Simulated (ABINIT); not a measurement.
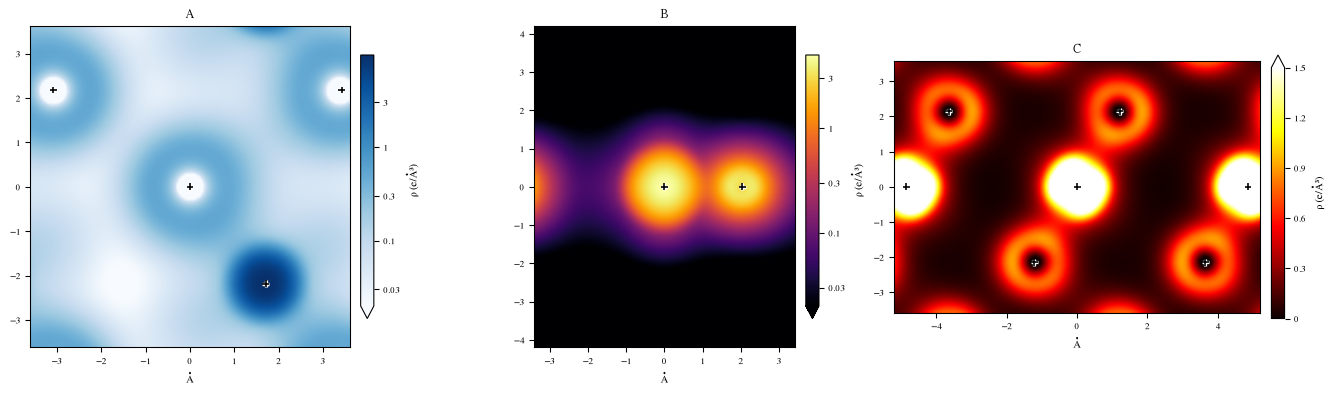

The valence charge density (pseudo) of 3 systems, each on a plane through atoms (crosses mark nuclei in the plane).

Method: ABINIT 10.8.3, Kohn-Sham DFT of a periodic cell, PBE, JTH PAW PBE v2.0.

System 1: TiTe₂, the (110) plane of the conventional cell. Space group P-3m1.

```
Te Ti
1.0
     3.77700    0.00000    0.00000
    -1.88850    3.27098    0.00000
     0.00000    0.00000    6.49800
Te Ti
2 1
Direct
  0.33333 0.66667 0.73720
  0.66667 0.33333 0.26280
  0.00000 0.00000 0.00000
```

System 2: PtSe₂, the (110) plane of the conventional cell. Space group P-3m1; not relaxed (largest force 1.3 eV/Å); computed pressure about 13 GPa in this cell.

System 3: HfN, the (110) plane of the calculation cell, a cut from vacuum to vacuum. 

> Which map belongs to which system?

Panel A is system 1, TiTe₂: the plane holds Te and Ti. Ti–Te (2.77 Å): the density is about 0.35 e/Å³ at the midpoint. Panel B is system 3, HfN: the plane holds Hf and N. Hf–N (2.04 Å): ρ at the midpoint is about 0.95 e/Å³. Panel C is system 2, PtSe₂: the plane holds Pt and Se. Pt–Se (2.47 Å): the density is about 0.6 e/Å³ at the midpoint.
